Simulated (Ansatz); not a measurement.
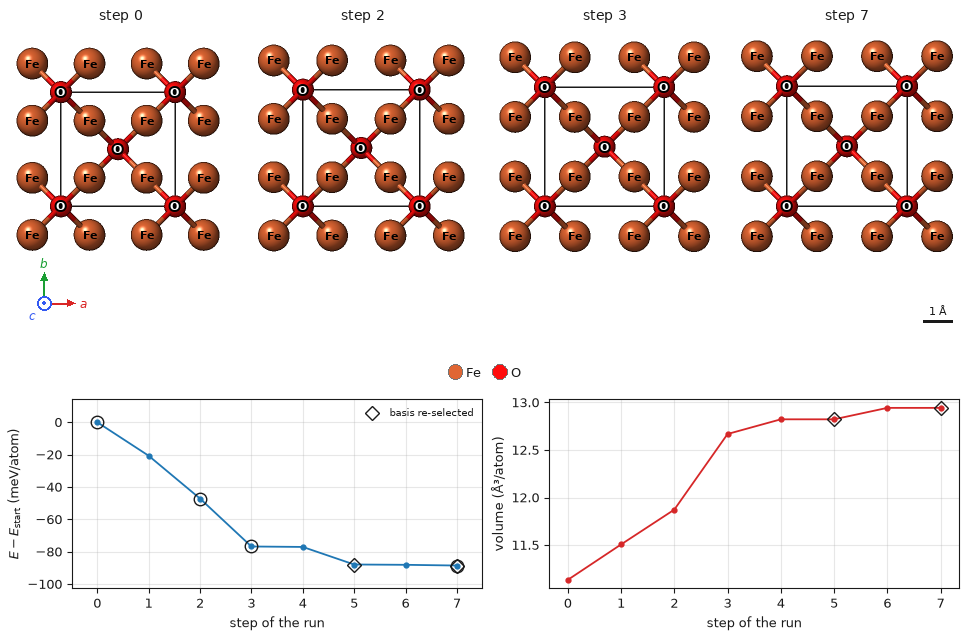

Frames of a relaxation of crystalline Fe2O (a generated structure, set up in Pn-3m) (coarse preliminary run), marked on the history of the run. Style: ball-and-stick. Shown: the cell of the calculation, along the c axis.

Computed with Ansatz, DFT PBE, scalar-relativistic, plane waves, PAW. (plane-wave cutoff 420 eV; k-point mesh 4 × 4 × 4; occupations gaussian; smearing width 0.1 eV; collinear spin; cell and atoms relaxed; force threshold 0.04 eV/Å; at most 70 steps)

Q: Describe the path.

A: The atoms keep their places relative to the cell (all moves are under 0.005 Å). Cell: a = b = c 4.058 → 4.266 Å (+5.1 %). Volume +16.2 %. Among the contacts that change: Fe–O 1.757 → 1.847 Å. The space group stays Pn-3m (No. 224). Over 5 accepted moves (7 points after the start) the energy falls by 88.5 meV per atom. All forces vanish by symmetry, so only the cell relaxes. The pressure goes from 13.00 to 0.16 GPa. The SCF was repeated twice at an unchanged geometry on a basis and grid sized afresh for the cell, which shifted the energy by 10.9 meV per atom at most. The run may lie on a higher electronic state than the lowest, so the end point isn't shown to be the ground-state structure. From step 0 to 2: volume +6.6 %, energy −47.2 meV per atom. From step 2 to 3: volume +6.7 %, energy −29.6 meV per atom. From step 3 to 7: volume +2.2 %, energy −11.8 meV per atom.

```json
{"step": "0", "E − E(0), meV/atom": "0.00", "pressure, GPa": "13.00", "volume, Å³/atom": "11.134", "note": ""}
{"step": "1", "E − E(0), meV/atom": "-20.69", "pressure, GPa": "6.24", "volume, Å³/atom": "11.506", "note": ""}
{"step": "2", "E − E(0), meV/atom": "-47.17", "pressure, GPa": "11.65", "volume, Å³/atom": "11.873", "note": ""}
{"step": "3", "E − E(0), meV/atom": "-76.78", "pressure, GPa": "1.56", "volume, Å³/atom": "12.668", "note": ""}
{"step": "4", "E − E(0), meV/atom": "-77.06", "pressure, GPa": "-0.07", "volume, Å³/atom": "12.823", "note": ""}
{"step": "5", "E − E(0), meV/atom": "-87.91", "pressure, GPa": "1.25", "volume, Å³/atom": "12.823", "note": "same geometry, new basis"}
{"step": "6", "E − E(0), meV/atom": "-88.10", "pressure, GPa": "0.17", "volume, Å³/atom": "12.943", "note": ""}
{"step": "7", "E − E(0), meV/atom": "-88.55", "pressure, GPa": "0.16", "volume, Å³/atom": "12.943", "note": "same geometry, new basis"}
```

Limits of the set-up: the k-point mesh is coarse for a cell with partly filled bands.
